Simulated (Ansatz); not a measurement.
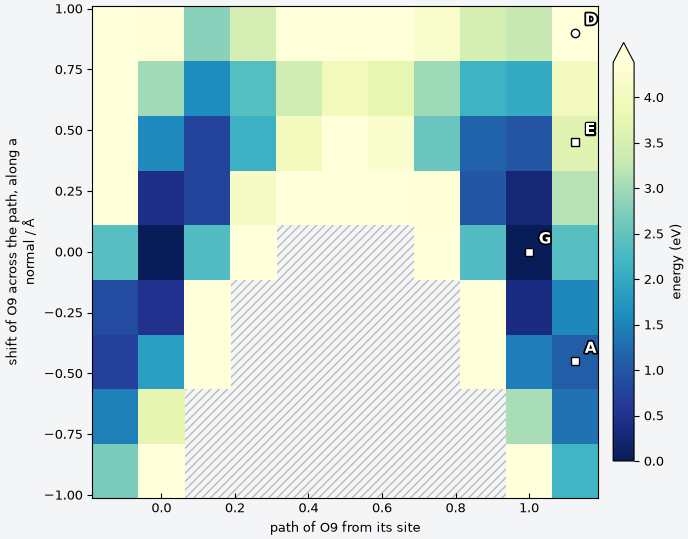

SiO₂ (P4_12_12 phase) with one O vacancy (11 atoms in the cell). An atom moved over a plane that holds its own site and a neighbouring vacancy (x along [1 0 0], y along [0 1 0], z along [0 0 1] of the conventional cell). First axis: path of O9 from its site (0) to the vacancy (1), 2.636 Å. Second axis: shift of O9 across the path, along a normal. Nothing is relaxed (all other atoms held at the sites of the perfect crystal). Grid: 11 × 9 points; 68 points were computed and 4 follow by symmetry. At 27 points there is no value (left out of the scan, as a rule where atoms come close). Points are written as (first, second). All energies are given in eV per cell relative to the lowest grid point. The band gap closes in part of the range. Computed with DFT PBE, scalar-relativistic, plane waves, PAW (Ansatz 0.2.0). Settings: cutoff 420 eV, k-mesh 4×4×4, gaussian smearing 0.05 eV, no spin polarisation.

In the figure: one coloured cell a grid point, one colour for all values above the top of the scale, hatched blanks where no value was computed, lettered points.

Rank the lettered points by energy, lowest first.

G (0.0 eV), A (1.1 eV), E (3.6 eV), D (4.7 eV).

PAW datasets: the set soft_1.
